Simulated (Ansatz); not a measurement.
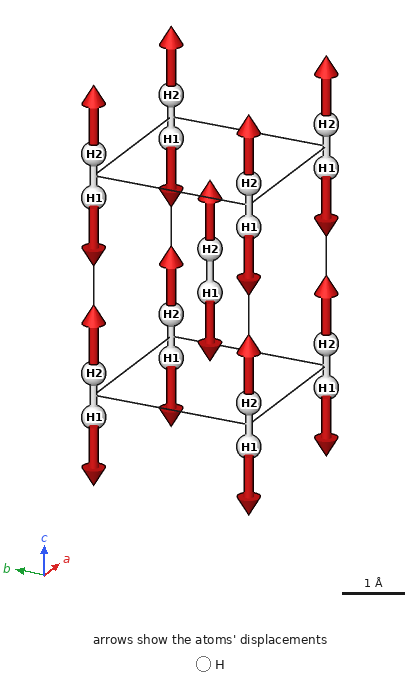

One vibrational mode of a crystal of H at the zone centre. Displacements are drawn as red arrows; their common scale and sign are arbitrary. A ball-and-stick model of the conventional cell (2 times the calculation's cell), seen from a free direction. Lengths and directions refer to the drawn axes.

The calculation used DFT LDA, scalar-relativistic, plane waves, PAW in Ansatz. Set-up: plane-wave cutoff 420 eV; k-point mesh 12 × 12 × 12; occupations fixed; no spin polarisation.

Frequencies are those without the non-analytic (LO–TO) term.

What mode is this, and where does it lie in the spectrum?

This is the A₁g mode at 4084 cm⁻¹, the highest optical level, Raman-active by symmetry. All motion is along c; atoms of one kind move against one another, with no net shift of their sublattice; of the bonds it mainly stretches H–H.
